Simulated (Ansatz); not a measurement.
# Starting-point dependence of the GW gap of Ta2O5 (P2/m), part 2 of 2

Aim: G0W0 for Ta2O5 (P2/m) on several starting functionals, at one mesh, band count and screening cutoff.

Ansatz 0.2.0; G0W0 on several functionals, plane waves, PAW. Known limits of the many-body steps: not at the basis limit; no spin-orbit coupling; coarse k mesh.

So far. Step 2 (G0W0 on LDA): The gap on the mesh goes from 2.11 eV to 3.53 eV, a correction of +1.42 eV. Between the two edge states, bare exchange in place of the xc potential would open the gap by 10.67 eV, and correlation takes back 9.25 eV.

In doubt: masses and optical values from hybrid runs of this build are listed as unsure (steps 3, 4), which bears on the screening that GW takes from such a start.

**3. G0W0 on HSE06**

The same correction from a different start measures what one shot leaves open.

This step: G0W0 on HSE06, plane waves, PAW; PAW set soft_1.

The input, input.yaml:

```yaml
crystal:
  lattice:
    - [3.8414080139, 0.0, 0.0]
    - [0.0, 3.86271575, 0.0]
    - [-1.8189421445, 0.0, 6.5289594201]
  atoms:
    - { symbol: Ta, position: [0.64953073, 0.0, 0.79131453] }
    - { symbol: Ta, position: [0.35046927, 0.0, 0.20868547] }
    - { symbol: O, position: [0.6621243, 0.5, 0.79832929] }
    - { symbol: O, position: [0.3378757, 0.5, 0.20167071] }
    - { symbol: O, position: [0.18976057, 0.0, 0.87062125] }
    - { symbol: O, position: [0.81023943, 0.0, 0.12937875] }
    - { symbol: O, position: [0.5, 0.0, 0.5] }
kpoints:
  mp_grid: { grid: [4, 4, 4] }
hamiltonian:
  xc: hse06
  pseudopotentials: { kind: paw, azcp: { folder: soft_1 } }
scf:
  occupations: { method: fixed }
gw:
  n_empty_bands: 356
  ecut_chi: 138
  qp_bands: [v2, c2]
  qp_kpoints: band_edges
  screening: { model: contour_deformation }
```

On the command line:

```bash
$ ansatz run input.yaml --threads 3 --pin off --max-ram 92160MiB --backend cuda --events-out ev --progress --plain --runs-dir out --devices 1 --max-vram 13GiB
```

Numbers of over 12 decimals in the logs are rounded to 6 here.

Output:

```text
GPUs: using 1 of 1 available (devices: 1).
[...]
davidson cushion auto → on  (no smearing: the cushion is to keep the highest requested band from converging to the state above it; pin scf.eigensolver.cushion to override)
[...]
GPU FFT provider: cuFFT
GPU libraries: cuBLAS 13.8.2, cuFFT 12.4.0, cuSOLVER 12.3.4
Crystal: 7 atoms, lattice volume = 96.878 Å³
Basis set: ecut = 420 eV, 1913 PW (Γ)
Bands: 35, of which v1, the nominal top of the filled ones, is band 28 counted from 1 (27 counted from 0)
Symmetry: 4 space group operations
[...]
k-points: 30 of 64
[...]
GPU buffer pool allocated for 34992 grid points (all kernels)
[...]
SCF iter   1: F=—  HF=-22712.140279 eV  |F-HF|=—  |Δ(HF+E_count)|=         —  Δρ=7.62e-2  dr2=5.35e0  ethr=1.00e-1  ⟨swp⟩=4.0  Hψ=3294  notcnv=0
[...]
SCF iter   6: F=-22711.203252 eV  HF=-22711.203196 eV  |F-HF|=5.59e-5  |Δ(HF+E_count)|=   8.56e-4  Δρ=6.72e-4  dr2=1.74e-4  ethr=5.54e-6  ⟨swp⟩=3.0  Hψ=2550  notcnv=0
SCF 1 stopped early in 6 iterations: F = -22711.203252 eV  dr2 = 1.74e-4
[...]
GPU FFT provider: cuFFT
GPU libraries: cuBLAS 13.8.2, cuFFT 12.4.0, cuSOLVER 12.3.4
[...]
GPU buffer pool allocated for 34992 grid points (all kernels)
[...]
Free energy (F): -22711.304331 eV
Frozen-core exchange: fock
[...]
Internal energy: -22711.304331 eV  (E = F + TS)
E sigma→0 (E₀):  -22711.304331 eV
Fermi energy:    5.951138 eV
[...]
--- Band table (eV; the first three rows and the last of 30) ---
  k-point 0: bands = [... 24 lower, 4.8998, 5.1353, 5.2385, 5.3737, 9.6588, 10.0844, 10.2438]
  k-point 1: bands = [... 24 lower, 4.9485, 5.0306, 5.1603, 5.3095, 9.6365, 10.1089, 10.1940]
  k-point 2: bands = [... 24 lower, 4.9118, 5.0729, 5.0802, 5.1864, 9.6159, 10.1330, 10.1508]
  k-point 29: bands = [... 24 lower, 3.8642, 5.2210, 5.8180, 5.9511, 10.6836, 12.6945, 13.2240]
  guard bands above this table: 4 of the run's 35 bands. The solve was not asked for them (output.publish_guard_bands: true or output.eigenvalues: true publishes all)
[...]
0    27      5.2385   -27.8109     4.1724   -23.7454  0.7823     5.3452     5.3453  root
     0    28      5.3737   -25.6735     4.0381   -21.7273  0.7679     5.4656     5.4657  root
     0    29      9.6588   -12.7381    -4.3349   -17.6000  0.8262    10.1882    10.1859  root
     0    30     10.0844   -12.9954    -4.4866   -18.0248  0.8224    10.6299    10.6273  root
     1    27      5.1603   -27.7995     4.1488   -23.7482  0.7829     5.2577     5.2579  root
     1    28      5.3095   -25.5405     4.0447   -21.5784  0.7669     5.3919     5.3920  root
     1    29      9.6365   -12.7105    -4.3260   -17.5615  0.8265    10.1638    10.1615  root
     1    30     10.1089   -13.0288    -4.4959   -18.0698  0.8221    10.6567    10.6540  root
[...]
29    27      5.8180   -26.3149     4.2915   -22.1880  0.7689     5.9822     5.9826  root
    29    28      5.9511   -26.4954     4.2956   -22.3783  0.7689     6.1292     6.1296  root
    29    29     10.6836   -13.1590    -4.6134   -18.3495  0.8163    11.2640    11.2607  root
    29    30     12.6945   -14.7709    -4.9758   -20.4248  0.7884    13.3789    13.3726  root
```

The job ended after 2 min (1 × NVIDIA H100 80GB HBM3 (shared by 6 runs) with 3 threads of AMD EPYC 7R13 (Zen 3), shared host; peak memory 2.5 GiB).

This step gave:

- bands summed: 384
- RPA ε∞ on this mesh (eigenvalues): 3.587, 3.624, 4.924
- plane waves in the screening matrix: 365
- q-points in the mesh: 64
- G0W0 gap on the mesh: 4.010 eV
- k of the valence top: -0.5, -0.5, -0.5
- k of the conduction bottom: 0, 0, -0.5
- starting gap on the mesh: 3.665 eV
- Z at the valence top: 0.7689
- Z at the conduction bottom: 0.8267
- least direct G0W0 gap on the computed points: 4.720 eV

Against the run with 4×4×4 mesh, 356 empty bands, screening to 138 eV, PAW set soft_1 files on LDA, the gap moves by +0.48 eV, while the start moved by +1.56 eV.

**4. G0W0 on PBE0**

This step: G0W0 on PBE0, plane waves, PAW; PAW set soft_1.

input.yaml: that of step 3 with these lines changed.

```diff
@@ -16,3 +16,3 @@
 hamiltonian:
-  xc: hse06
+  xc: pbe0
   pseudopotentials: { kind: paw, azcp: { folder: soft_1 } }
```

Output:

```text
GPUs: using 1 of 1 available (devices: 1).
[...]
GPU FFT provider: cuFFT
GPU libraries: cuBLAS 13.8.2, cuFFT 12.4.0, cuSOLVER 12.3.4
Crystal: 7 atoms, lattice volume = 96.878 Å³
Basis set: ecut = 420 eV, 1913 PW (Γ)
Bands: 35, of which v1, the nominal top of the filled ones, is band 28 counted from 1 (27 counted from 0)
Symmetry: 4 space group operations
[...]
k-points: 30 of 64
[...]
1    29      9.9960   -12.6852    -4.2147   -17.1628  0.8370    10.2594    10.2590  root
     1    30     10.4759   -13.0061    -4.3760   -17.6646  0.8329    10.7590    10.7584  root
[...]
29    27      5.4215   -26.3216     4.1482   -22.6004  0.7820     5.8468     5.8485  root
    29    28      5.5550   -26.5014     4.1530   -22.7898  0.7819     5.9946     5.9965  root
    29    29     11.0608   -13.1326    -4.4817   -17.9271  0.8276    11.3744    11.3736  root
    29    30     13.0918   -14.7549    -4.8131   -19.9947  0.8024    13.5205    13.5185  root
[key lines of the parts left out:]
Free energy (F): -22706.977591 eV
Fermi energy:    5.554998 eV
```

It took 90 s on 1 × NVIDIA H100 80GB HBM3 (shared by 6 runs) with 3 threads; peak memory 2.5 GiB; 2.1 min of CPU time.

Numbers from this step:

```
bands summed                                 : 384
RPA ε∞ on this mesh (eigenvalues)            : 3.394, 3.413, 4.509
plane waves in the screening matrix          : 365
G0W0 gap on the mesh                         : 4.240 eV
k of the valence top                         : -0.5, -0.5, -0.5
k of the conduction bottom                   : 0, 0, -0.5
starting gap on the mesh                     : 4.420 eV
least direct G0W0 gap on the computed points : 4.954 eV
```

Against the run with 4×4×4 mesh, 356 empty bands, screening to 138 eV, PAW set soft_1 files on HSE06, the gap moves by +0.23 eV, while the start moved by +0.76 eV.

**5. The starts together**

All on the 4×4×4 mesh with 356 empty bands and screening to 138 eV. Times are wall times on 1 × NVIDIA H100 80GB HBM3 (shared by 6 runs) with 3 threads of AMD EPYC 7R13 (Zen 3), shared host, good to a factor of about two.

```csv
start,starting gap (eV),shift (eV),G0W0 gap (eV),RPA ε∞ (harmonic mean),"Z (valence, conduction)",time
LDA,2.11,+1.42,3.53,5.42,"0.73, 0.79",57 s
HSE06,3.66,+0.34,4.01,3.96,"0.77, 0.83",2 min
PBE0,4.42,−0.18,4.24,3.71,"0.78, 0.84",90 s
```

How the two edges are built up, in eV (the quasiparticle level is the starting level plus Σx plus Σc less Vxc):

| run | edge | start | Σx | Σc | Vxc | Z | QP |
| --- | --- | --- | --- | --- | --- | --- | --- |
| LDA | valence top | 6.65 | -26.36 | 4.67 | -21.35 | 0.73 | 6.32 |
| LDA | conduction bottom | 8.76 | -13.10 | -4.58 | -18.76 | 0.79 | 9.84 |
| HSE06 | valence top | 5.95 | -26.50 | 4.30 | -22.38 | 0.77 | 6.13 |
| HSE06 | conduction bottom | 9.62 | -12.69 | -4.32 | -17.53 | 0.83 | 10.14 |
| PBE0 | valence top | 5.55 | -26.50 | 4.15 | -22.79 | 0.78 | 6.00 |
| PBE0 | conduction bottom | 9.97 | -12.66 | -4.21 | -17.13 | 0.84 | 10.24 |

For a hybrid start, Vxc holds its share of exact exchange.

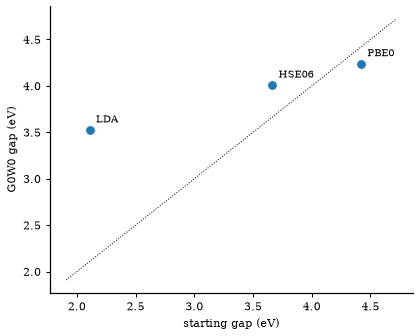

G0W0 gap against starting gap; on the dotted line the correction would vanish.

**6. Results**

```json
{
 "G0W0@LDA": "3.53 eV (start 2.11 eV)",
 "G0W0@HSE06": "4.01 eV (start 3.66 eV)",
 "G0W0@PBE0": "4.24 eV (start 4.42 eV)",
 "known limits": "not at the basis limit; no spin-orbit coupling; coarse k mesh"
}
```

What this shows: The starting gaps span 2.31 eV and the G0W0 gaps 0.71 eV. Between LDA and PBE0, 0.71 eV of the 2.31 eV survives, 31 %. PBE0 screens less than LDA (ε∞ 3.71 against 5.42). Of the 0.71 eV by which its G0W0 gap is higher, the correlation part gives +0.89 eV, and exchange with the one-particle terms, which follow the orbitals, −0.18 eV. On PBE0 the correction is negative: that start lies above its own G0W0 value. The smallest correction, −0.18 eV, is on PBE0, the start nearest to reproducing itself. Bands and cutoff are finite, so the gap is not at the basis limit. The miss can reach some tenths of an eV and take either sign; the mesh is an error of its own. The 4×4×4 mesh is coarse for this cell (its supercell is 15 Å along the shortest edge). The RPA ε∞ on it, from the LDA start, is 4.64, 4.91 and 7.48; such meshes misread the long-range screening, most where the gap is narrow. The program warns that the mesh is coarse for exact exchange, which bears on the hybrid start's gap. The many-body steps are scalar-relativistic: spin-orbit coupling is not in them.

[Paths, hosts, dates, memory and timing lines, banners, echoed tables and standing remarks are left out of the program output.]

[Logs are printed without paths, hosts, clocks, repeated set-up lines and the standing remarks that a program may print on its own settings, such as how far it seeks lower states.]

[Runs of the session that timed out or met a known fault of the program may be left out.]

[Cells called generated may have been cut or substituted from an entry of the Crystallography Open Database or the Materials Project.]

[Hosts, paths, dates, database ids (printed as entryN), source tags and the programs' standing remarks are cut or masked in the printed files.]
